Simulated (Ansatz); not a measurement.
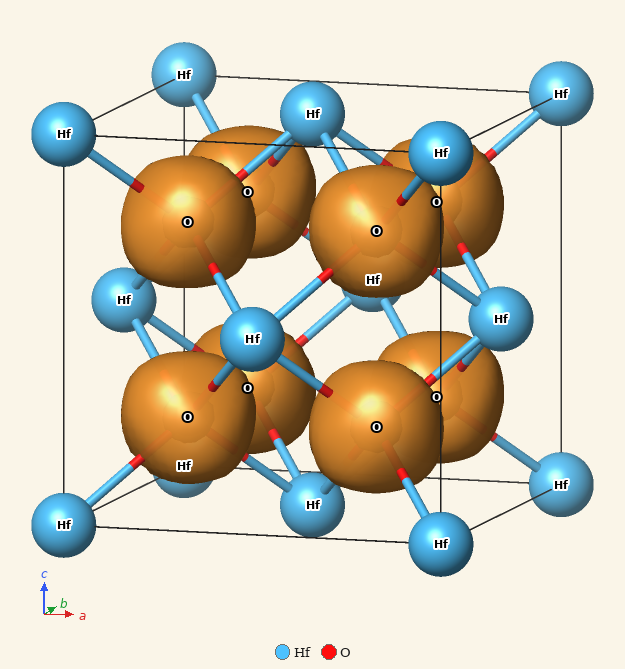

Figure 1: HfO2. Isosurface of the electron localisation function at 0.65 (orange), seen slightly off an axis. Core shells and regions of very low density are left out. Sticks mark near contacts.

Space group Fm-3m; a structure generated by program, which may or may not match a known phase.

Theory: DFT PBE, scalar-relativistic, plane waves, PAW (Ansatz 0.2.0).

In a PAW calculation such maps are meaningful between the atoms, not at the nuclei.

Describe the localisation domains.

Answer. The ELF exceeds this value in eight regions wrapped around O (the valence shell of each), counted in one cell of 12 atoms. Any copies at cell faces, edges or corners count once. Profiles from the grid: Hf–O (2.21 Å): the ELF peaks at about 0.85 in the valence shell of O, 0.6 Å from its nucleus, and drops to about 0.15 between the two atoms (no shared electron pair shows on this line).

Does the calculation make it a metal, or give it a gap?

Answer. It is gapped, with a Kohn–Sham gap of 3.7 eV on the k-point mesh (the band edges may lie off the mesh, which would make the gap smaller).
